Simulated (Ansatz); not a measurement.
**Run report: Al, geometry relaxation (part 2 of 2)**

Al (P1, 4 atoms in the cell); DFT r2SCAN, scalar-relativistic, plane waves, PAW, no spin polarisation (Ansatz 0.2.0); cutoff 500 eV, 10×10×10 k-mesh, Gaussian smearing of 0.15 eV. The structure derives from a Materials Project entry. It belongs to a series of runs on one base structure; here: all atoms moved at random, sigma 0.15 A a component; relaxed back.

Geometry of the input (Å; fractional positions):
```
0.0000  -3.1887  3.1887
3.1887  -3.1887  0.0000
3.1887  0.0000  3.1887
Al -0.0134  0.0068  -0.0155
Al 0.1944  0.2549  0.2658
Al 0.5365  0.5740  0.4468
Al 0.7824  0.6644  0.8030
```

**Output, continued**
```
SCF iter   1: F=—  HF=-2161.635056 eV  |F-HF|=—  |Δ(HF+E_count)|=         —  Δρ=1.44e-4  dr2=1.35e-6  dr2_τ=3.36e-6  ethr=5.21e-8  ⟨swp⟩=2.9  Hψ=53818  notcnv=0
preconditioner: auto → Kerker (q_TF=auto, 2.066 Å⁻¹)  [metal: Δε(μ)=0.006 eV  Ē_g=7.517 eV  σ=0.150 eV  W_gap=0.02  n_scr=10 (ndim 8)  ℏωp=16.1 eV  f_vac=0.000  D(μ)=1.77/eV (n_scr^D=14)]
SCF iter   2: F=—  HF=-2161.635078 eV  |F-HF|=—  |Δ(HF+E_count)|=   2.17e-5  Δρ=7.72e-5  dr2=4.13e-7  dr2_τ=1.30e-7  ethr=1.13e-8  ⟨swp⟩=2.0  Hψ=8106  notcnv=0
SCF iter   3: F=—  HF=-2161.635085 eV  |F-HF|=—  |Δ(HF+E_count)|=   7.13e-6  Δρ=2.73e-6  dr2=2.46e-9  dr2_τ=3.92e-10  ethr=3.44e-9  ⟨swp⟩=2.0  Hψ=8146  notcnv=0
SCF iter   4: F=—  HF=-2161.635085 eV  |F-HF|=—  |Δ(HF+E_count)|=   1.12e-8  Δρ=1.06e-6  dr2=4.44e-10  dr2_τ=9.63e-12  ethr=1.33e-12  ⟨swp⟩=6.3  Hψ=23508  notcnv=0
SCF iter   5: F=-2161.635085 eV  HF=-2161.635085 eV  |F-HF|=1.36e-12  |Δ(HF+E_count)|=  4.46e-10  Δρ=1.20e-7  dr2=8.09e-12  dr2_τ=1.41e-13  ethr=1.33e-12  ⟨swp⟩=5.2  Hψ=19662  notcnv=0
SCF 9 converged in 5 iterations: F = -2161.635085 eV  dr2 = 8.09e-12
  greatest PAW one-centre occupation: 0.437 electrons in one spin orbital (limit 2), on the Al atom at site 3 (counted from 0), in its partial waves of l = 0
relax step   9: F+E_penalty+E_count = -2161.63508470 eV  Δ(F+E_penalty+E_count) = -4.897e-3 eV  max|allowed force component| = 8.984e-4 eV/Å  Δτ_max = 0.0000 Å  P = +0.105 GPa  Ω = 63.677 Å³  stress off target by 3.76e-1 GPa  SCF on the basis re-selected at this cell (its energy is not comparable with the rows above)  (5 SCF iters)
basis re-selected at this cell: Δ(F+E_penalty+E_count) = -4.897e-3 eV, ΔP = +0.096 GPa vs the last step (what re-selecting the basis moved, of the pressure what is left beyond the Pulay correction that the steps carried, after the strain that the cell walked since its last selection, with what the two solves' SCF thresholds leave and, on support functions, any second-order correction that the steps lacked; it is no measure of the basis error at this ecutwfc). The dense FFT grid was sized anew with the basis: this SCF ran on 30×36×36 points, the steps before it on 36×36×36, so part of this shift can come from that change (see relax.cell in the input reference). This SCF's stress stands 3.76e-1 GPa from its target on what of the cell is left free (relax.cell.stress_tol is 1.00e-1 GPa) and its largest allowed force component is 8.98e-4 eV/Å (relax.f_tol is 1.00e-2 eV/Å): not within both, so this SCF does not close the relaxation
Crystal: 4 atoms, lattice volume = 63.751 Å³
Basis set: ecut = 500 eV, 1623 PW (Γ), exchange–correlation on 120×144×144 points (64 copies of the dense FFT grid, shifted against one another)
iter 1 solved again at ethr=1.57e-8 eV; its pass at ethr=3.10e-3 eV (dr2=1.88e-6 eV) is discarded
SCF iter   1: F=—  HF=-2161.635390 eV  |F-HF|=—  |Δ(HF+E_count)|=         —  Δρ=6.79e-5  dr2=2.27e-6  dr2_τ=6.04e-7  ethr=1.57e-8  ⟨swp⟩=2.2  Hψ=37540  notcnv=0
preconditioner: auto → Kerker (q_TF=auto, 2.065 Å⁻¹)  [metal: Δε(μ)=0.000 eV  Ē_g=7.508 eV  σ=0.150 eV  W_gap=0.00  n_scr=10 (ndim 8)  ℏωp=16.1 eV  f_vac=0.000  D(μ)=1.79/eV (n_scr^D=14)]
SCF iter   2: F=—  HF=-2161.635390 eV  |F-HF|=—  |Δ(HF+E_count)|=   2.20e-7  Δρ=4.47e-5  dr2=1.05e-6  dr2_τ=4.56e-9  ethr=1.57e-8  ⟨swp⟩=2.2  Hψ=8159  notcnv=0
SCF iter   3: F=-2161.635390 eV  HF=-2161.635390 eV  |F-HF|=4.08e-9  |Δ(HF+E_count)|=   8.91e-8  Δρ=3.21e-6  dr2=5.81e-9  dr2_τ=2.77e-10  ethr=2.95e-9  ⟨swp⟩=6.1  Hψ=27464  notcnv=0
SCF 10 converged in 3 iterations: F = -2161.635390 eV  dr2 = 5.81e-9
relax step  10: F+E_penalty+E_count = -2161.63539015 eV  Δ(F+E_penalty+E_count) = -3.054e-4 eV  max|allowed force component| = 4.862e-4 eV/Å  Δτ_max = 0.0002 Å  P = -0.010 GPa  Ω = 63.751 Å³  energy of the carried Pulay correction = -1.732e-6 eV  (3 SCF iters, dr2 threshold 3.54e-7 eV, accepted)
iter 1 solved again at ethr=3.78e-8 eV; its pass at ethr=3.10e-3 eV (dr2=4.54e-6 eV) is discarded
SCF iter   1: F=—  HF=-2161.635392 eV  |F-HF|=—  |Δ(HF+E_count)|=         —  Δρ=3.24e-6  dr2=5.86e-9  dr2_τ=3.32e-10  ethr=3.78e-8  ⟨swp⟩=2.9  Hψ=54138  notcnv=0
SCF iter   2: F=—  HF=-2161.635392 eV  |F-HF|=—  |Δ(HF+E_count)|=   1.04e-7  Δρ=2.11e-6  dr2=2.58e-9  dr2_τ=2.99e-11  ethr=4.88e-11  ⟨swp⟩=2.2  Hψ=8015  notcnv=0
SCF iter   3: F=-2161.635392 eV  HF=-2161.635392 eV  |F-HF|=5.91e-12  |Δ(HF+E_count)|=  8.11e-10  Δρ=1.65e-7  dr2=1.48e-11  dr2_τ=5.20e-13  ethr=1.33e-12  ⟨swp⟩=4.3  Hψ=25086  notcnv=0
SCF 11 converged in 3 iterations: F = -2161.635392 eV  dr2 = 1.48e-11
relax step  11: F+E_penalty+E_count = -2161.63539185 eV  Δ(F+E_penalty+E_count) = -1.698e-6 eV  max|allowed force component| = 4.858e-4 eV/Å  Δτ_max = 0.0000 Å  P = -0.010 GPa  Ω = 63.751 Å³  stress off target by 3.49e-2 GPa  SCF on the basis re-selected at this cell (its energy is not comparable with the rows above)  (3 SCF iters)
```

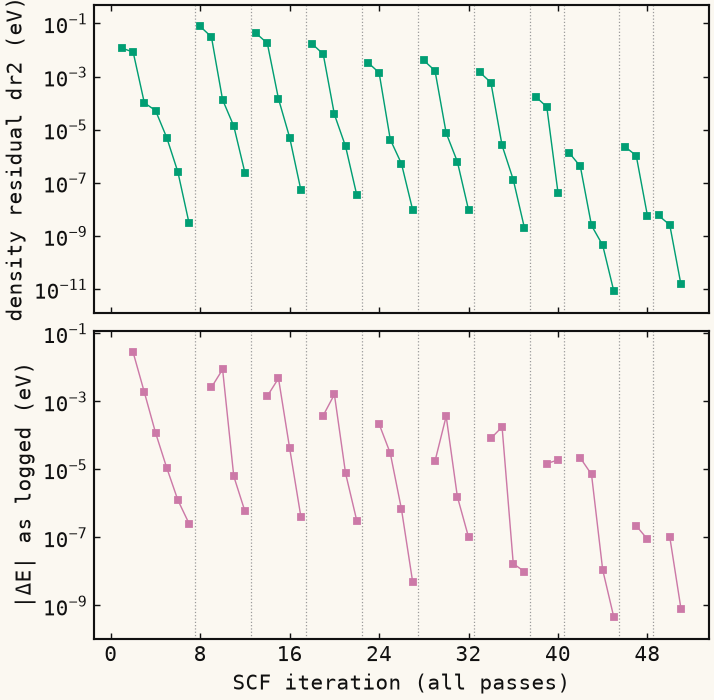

*Convergence of the self-consistent field: density residual dr2 and size of the energy change against the SCF iteration. The dotted lines part the SCF passes of the relaxation: geometry steps, rejected trials and re-solves on a re-selected basis.*

The 11 passes take 3 to 7 iterations each, 51 in all.

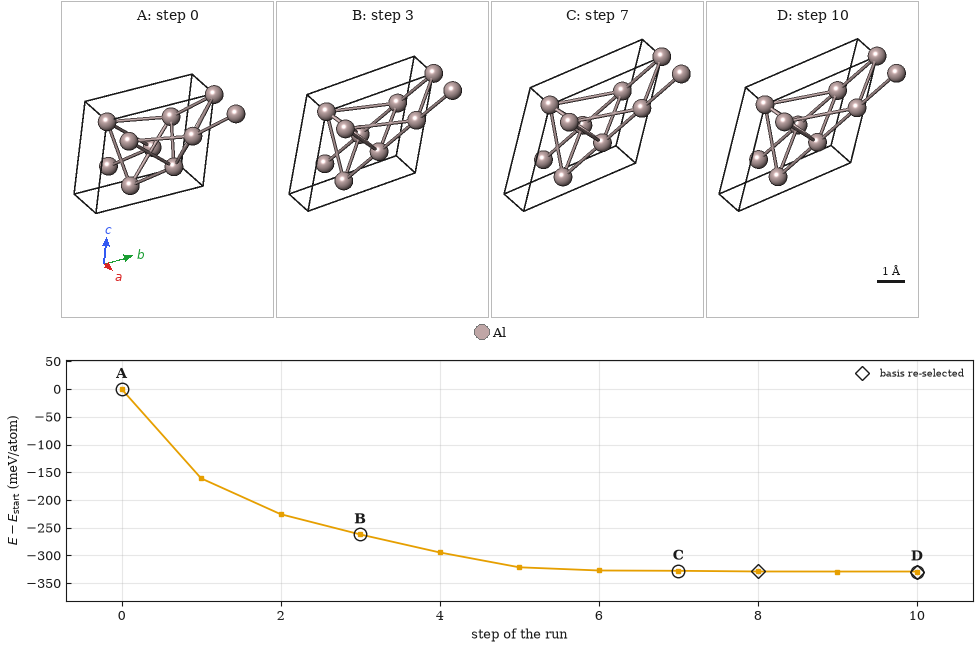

*Frames of the relaxation (ball-and-stick view of the cell of the calculation, repeated 2 × 1 × 1, seen slightly off an axis) above the curves, on which the letters mark them (the first geometry is step 0 here and step 1 in the log).*

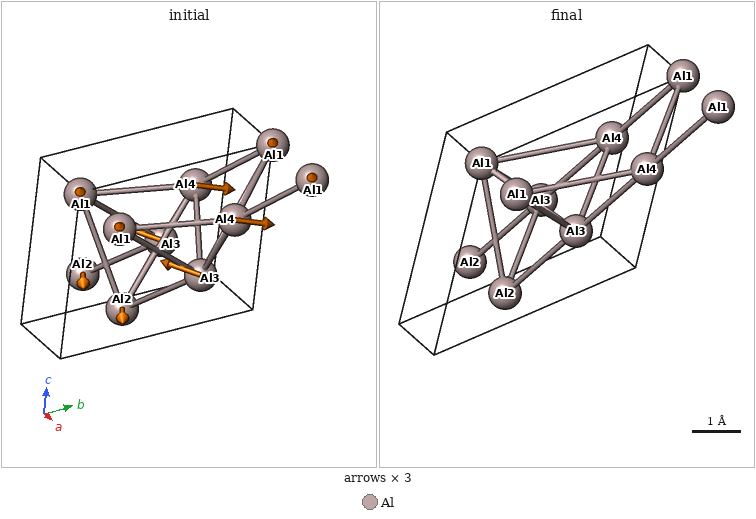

*Before (left) and after (right) the relaxation, at one scale (ball-and-stick view of the cell of the calculation, repeated 2 × 1 × 1, seen slightly off an axis). The orange arrows give the displacements (without the part carried along by the change of the cell), magnified 3 times.*

The atom that moves furthest relative to the cell is Al3 (0.33 Å). The drawn cell changes as follows: a 4.510 → 4.018 Å (−10.9 %), b = c 4.510 → 4.866 Å (+7.9 %), α 60.0° → 48.7°, β 60.0° → 65.6°, γ 60.0° → 65.6°; the volume changes by −1.7 %. Distances before and after: Al2–Al4 3.045 → 3.951 Å, Al1–Al3 3.117 → 3.951 Å, Al3–Al4 3.358 → 2.817 Å, Al1–Al4 2.431 → 2.817 Å. The space group (tolerance 0.01 Å) goes from P1 (No. 1) to I4/mmm (No. 139). After 8 geometry steps the energy has fallen by 329 meV per atom. The largest force component goes from 2.1 to 0.00049 eV/Å. Pressure: 7.52 GPa at the start and −0.01 GPa at the end. The basis was re-selected once at an unchanged geometry, which shifts the energy a little without any move. The energy change given includes the shifts at the re-selections in mid-walk, which come without any move. A last SCF at the same geometry on a re-selected plane-wave basis shifts the energy by next to nothing (0.0 meV per atom). (Atoms are counted from 1 in the order of the input.)

```
basis re-selected at this cell: Δ(F+E_penalty+E_count) = -1.698e-6 eV, ΔP = +0.000 GPa vs the last step (what re-selecting the basis moved, of the pressure what is left beyond the Pulay correction that the steps carried, after the strain that the cell walked since its last selection, with what the two solves' SCF thresholds leave and, on support functions, any second-order correction that the steps lacked; it is no measure of the basis error at this ecutwfc). This SCF's stress stands 3.49e-2 GPa from its target on what of the cell is left free (relax.cell.stress_tol is 1.00e-1 GPa) and its largest allowed force component is 4.86e-4 eV/Å (relax.f_tol is 1.00e-2 eV/Å): within both
SCF converged after 3 iterations
Free energy (F): -2161.635392 eV
Harris-Foulkes:  -2161.635392 eV  (|F-HF|=5.91e-12)
Internal energy: -2161.615216 eV  (E = F + TS)
E sigma→0 (E₀):  -2161.625304 eV
Entropy (-TS):   -0.020176 eV (-5.044 meV/atom)
Fermi energy:    8.330085 eV
--- Per-component energies (eV) ---
  E_band       = 42.309320
  E_kinetic    = 94.059522
  E_local      = 43.178968  (includes V_loc(G=0)·N_el)
  E_nonlocal   = 38.462314
  E_hartree    = 0.496004
  E_xc         = -147.631594
  E_vxc        = -125.643570  (∫ρ·V_xc dr)
  E_paw        = -1892.463829  (= ΣΔE_a)
  E_vpaw       = -13.650539  (= ΣTr[D̂ρ^β])
  E_aug_tail   = -0.000003  (compensation charges beyond the density's cutoff)
  E_vtau       = 4.910619  (kinetic-family band-sum trace: ∫τ·v_τ [+ j·A + Jᵃ·Aᵃ] dr)
  E_ewald      = -297.476167
  E_core_change = -0.240432  (= ΣΔE_core)
  E_smearing   = -0.020176  (= −TS)
  E_closure    = -0.000000  (closes the sum)
  Σ components = -2161.635392   (vs F -2161.635392, Δ=0.00e0)
--- Forces (eV/Å), atoms counted from 1 ---
  atom   1  Al     0.00005718     0.00004083     0.00013622
  atom   2  Al    -0.00030769     0.00000979     0.00025518
  atom   3  Al     0.00048583     0.00014508     0.00003238
  atom   4  Al    -0.00023532    -0.00019571    -0.00042378
  max |Σ_I F_I| component: 2.12e-9 eV/Å
--- Stress (GPa, compression-positive) ---
        0.032047      -0.006524       0.000585
       -0.006524      -0.031494      -0.003872
        0.000585      -0.003872      -0.029783
  P = ⅓ Tr σ = -0.0097 GPa (-0.097 kbar)
--- Band table (eV; the first three rows and the last of 504) ---
  k-point 0: bands = ["-3.7475", "5.2707", "6.9104", "7.3047", "7.3050", "7.3120", "7.3123", "8.2381", "8.2381", "9.9959"]
  k-point 1: bands = ["-3.6250", "4.9432", "5.7467", "6.6412", "6.9553", "7.4584", "7.8801", "8.6044", "9.0864", "10.5745"]
  k-point 2: bands = ["-3.2582", "3.8619", "4.4621", "5.7178", "6.8312", "8.5880", "8.6041", "8.6814", "10.2022", "10.8216"]
  k-point 503: bands = ["-0.7185", "-0.7185", "4.1011", "4.1011", "7.8157", "7.8159", "9.5775", "9.5776", "12.4496", "12.4497"]
--- Relaxed structure (9 steps of the walk, 9 accepted, 2 SCFs on fresh bases) ---
  F+E_penalty+E_count = -2161.63539185 eV   max|allowed force component| = 4.858e-4 eV/Å   (the final SCF, on the basis selected at the relaxed cell)
  cell:  # Å, volume = 63.7515 Å³
    - [-0.00019463191518243346, -2.8410880858439524, 2.841035382803263]
    - [3.950800072749229, -2.8402365655388424, 0.0006568883899275014]
    - [3.950962684981994, -0.0004942761571630166, 2.840346474730918]
  atoms:
    - { symbol: Al, position: [-3.945928254440941e-6, 8.157318904446961e-6, -4.416404049169523e-6] }
    - { symbol: Al, position: [0.24999072432483402, 0.25000735900947274, 0.249999723597666] }
    - { symbol: Al, position: [0.500010089213712, 0.49999890569826533, 0.4999863139780467] }
    - { symbol: Al, position: [0.7500031323897088, 0.7499855779733583, 0.7500183787283363] }
```

**Trajectory as extended XYZ (Å, eV, eV/Å), 11 frames, from step=1 to step=11**
```
4
Lattice="0.0000 -3.1887 3.1887 3.1887 -3.1887 0.0000 3.1887 0.0000 3.1887" Properties=species:S:1:pos:R:3:forces:R:3 step=1 energy=-2160.31982 pressure_GPa=7.52
Al   -0.0280    0.0210   -0.0921   -0.6172   0.9490   0.9994
Al    1.6601   -1.4326    1.4673   -0.5256  -1.3763   0.3888
Al    3.2550   -3.5412    3.1356    1.2256   2.0868   0.1392
Al    4.6790   -4.6135    5.0554   -0.0828  -1.6594  -1.5274
4
Lattice="0.0549 -3.0716 3.1807 3.2801 -3.1170 0.0094 3.2360 -0.0535 3.1820" Properties=species:S:1:pos:R:3:forces:R:3 step=2 energy=-2160.96358 pressure_GPa=4.77
Al   -0.0215    0.0292   -0.0188   -0.1158   0.1575   0.3077
Al    1.6763   -1.5232    1.4975   -0.1773  -0.3975   0.3141
Al    3.3623   -3.2758    3.1366    0.0477   0.8015   0.2338
Al    4.8393   -4.5935    4.9429    0.2455  -0.5615  -0.8557
4
Lattice="0.0224 -3.0099 3.1329 3.4017 -3.0147 0.0177 3.3913 -0.0281 3.1272" Properties=species:S:1:pos:R:3:forces:R:3 step=3 energy=-2161.22206 pressure_GPa=2.20
Al    0.0045    0.0000   -0.0132   -0.0503   0.0708   0.1242
Al    1.7158   -1.4967    1.5371   -0.0773  -0.1547   0.1262
Al    3.4070   -3.0700    3.1296    0.0602   0.3114   0.0873
Al    5.0958   -4.5123    4.7631    0.0674  -0.2275  -0.3376
4
Lattice="-0.0000 -2.9604 3.0763 3.5308 -2.9352 0.0252 3.5479 -0.0080 3.0682" Properties=species:S:1:pos:R:3:forces:R:3 step=4 energy=-2161.36792 pressure_GPa=1.22
Al    0.0149   -0.0138   -0.0111   -0.0098   0.0923   0.0607
Al    1.7693   -1.4669    1.5440   -0.0805  -0.0629  -0.0065
Al    3.4967   -2.9429    3.0966    0.3452  -0.0717  -0.0846
Al    5.3371   -4.4319    4.6248   -0.2549   0.0422   0.0304
4
Lattice="-0.0132 -2.8992 3.0085 3.6735 -2.8664 0.0196 3.7022 0.0091 3.0044" Properties=species:S:1:pos:R:3:forces:R:3 step=5 energy=-2161.49779 pressure_GPa=0.64
Al    0.0133   -0.0144   -0.0090    0.0099   0.1078   0.0461
Al    1.8353   -1.4318    1.5224   -0.0614  -0.0523  -0.0795
Al    3.6376   -2.8595    3.0333    0.3896  -0.1812  -0.1300
Al    5.5575   -4.3291    4.5020   -0.3381   0.1257   0.1633
4
Lattice="-0.0266 -2.8584 2.9189 3.8194 -2.8252 0.0065 3.8526 0.0267 2.9190" Properties=species:S:1:pos:R:3:forces:R:3 step=6 energy=-2161.60487 pressure_GPa=-0.28
Al    0.0011   -0.0043   -0.0045    0.0166   0.0334   0.0350
Al    1.9078   -1.4066    1.4725   -0.0006  -0.0601  -0.0816
Al    3.8135   -2.8251    2.9341    0.0849  -0.0380  -0.0791
Al    5.7457   -4.2492    4.3646   -0.1009   0.0647   0.1257
4
Lattice="-0.0116 -2.8429 2.8661 3.9046 -2.8302 0.0011 3.9166 0.0109 2.8653" Properties=species:S:1:pos:R:3:forces:R:3 step=7 energy=-2161.62793 pressure_GPa=-0.09
Al    0.0005    0.0003    0.0001   -0.0017  -0.0012   0.0001
Al    1.9516   -1.4157    1.4333    0.0035   0.0000  -0.0022
Al    3.9038   -2.8308    2.8669    0.0069  -0.0017  -0.0037
Al    5.8584   -4.2471    4.2985   -0.0087   0.0029   0.0058
4
Lattice="0.0003 -2.8449 2.8437 3.9378 -2.8447 0.0006 3.9373 -0.0011 2.8429" Properties=species:S:1:pos:R:3:forces:R:3 step=8 energy=-2161.63019 pressure_GPa=0.01
Al    0.0000    0.0000   -0.0001    0.0004   0.0000   0.0009
Al    1.9689   -1.4226    1.4219   -0.0005  -0.0004  -0.0006
Al    3.9377   -2.8454    2.8436    0.0008   0.0004  -0.0005
Al    5.9067   -4.2681    4.2654   -0.0006   0.0001   0.0002
4
Lattice="0.0003 -2.8449 2.8437 3.9378 -2.8447 0.0006 3.9373 -0.0011 2.8429" Properties=species:S:1:pos:R:3:forces:R:3 step=9 energy=-2161.63508 pressure_GPa=0.11
Al    0.0000    0.0000   -0.0001    0.0004   0.0000   0.0009
Al    1.9689   -1.4226    1.4219   -0.0005  -0.0004  -0.0006
Al    3.9377   -2.8454    2.8436    0.0008   0.0004  -0.0005
Al    5.9067   -4.2681    4.2654   -0.0007   0.0001   0.0002
4
Lattice="-0.0002 -2.8411 2.8410 3.9508 -2.8402 0.0007 3.9510 -0.0005 2.8403" Properties=species:S:1:pos:R:3:forces:R:3 step=10 energy=-2161.63539 pressure_GPa=-0.01
Al    0.0000    0.0000    0.0000    0.0001   0.0000   0.0001
Al    1.9754   -1.4204    1.4205   -0.0003   0.0000   0.0003
Al    3.9507   -2.8409    2.8410    0.0005   0.0001   0.0000
Al    5.9262   -4.2613    4.2616   -0.0002  -0.0002  -0.0004
4
Lattice="-0.0002 -2.8411 2.8410 3.9508 -2.8402 0.0007 3.9510 -0.0005 2.8403" Properties=species:S:1:pos:R:3:forces:R:3 step=11 energy=-2161.63539 pressure_GPa=-0.01
Al    0.0000    0.0000    0.0000    0.0001   0.0000   0.0001
Al    1.9754   -1.4204    1.4205   -0.0003   0.0000   0.0003
Al    3.9507   -2.8409    2.8410    0.0005   0.0001   0.0000
Al    5.9262   -4.2613    4.2616   -0.0002  -0.0002  -0.0004
```

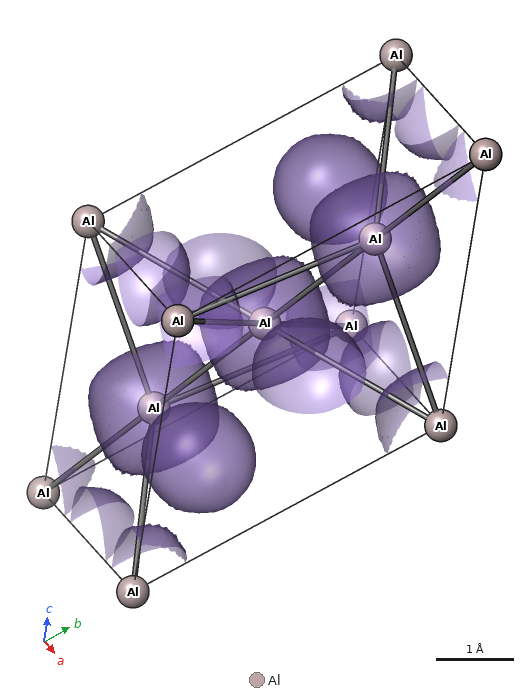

*Isosurface of the electron localisation function at 0.45 (purple), seen slightly off an axis. Core shells and regions of very low density are left out. Sticks mark near contacts. The outline is the calculation cell.*

Values along the shortest contacts: Al–Al (2.82 Å): the ELF peaks at about 0.65 between the atoms. The fields are those of the smooth PAW valence density.

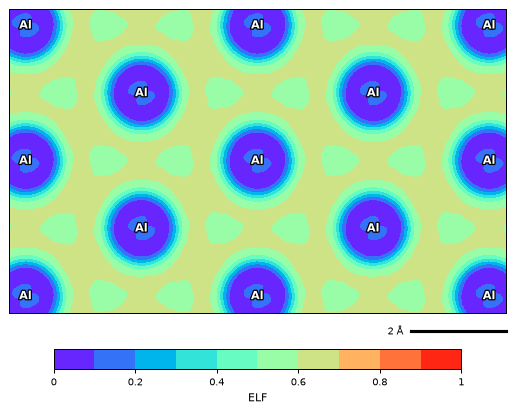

*ELF on the (11̄0) plane of the calculation cell.*

Al–Al (2.82 Å): the ELF peaks at about 0.65 between the atoms.

**Results in brief**

| quantity | value |
| --- | --- |
| outcome | converged |
| space group (tolerance 0.01 Å) | P1 (1) → I4/mmm (139) |
| electrons treated | 12 |
| free energy | −2161.6354 eV |
| Fermi energy | 8.330 eV |
| gap on the k-point mesh | none (metallic) |
| pressure | −0.01 GPa |
| final volume | 63.75 Å³ |
| largest force (length of the vector) at the end | 0.001 eV/Å |
| final cell | a = 4.018 Å, b = 4.866 Å, c = 4.866 Å, α = 48.74°, β = 65.62°, γ = 65.62° |
| wall time | 12 min |
| peak memory | 1.1 GiB |
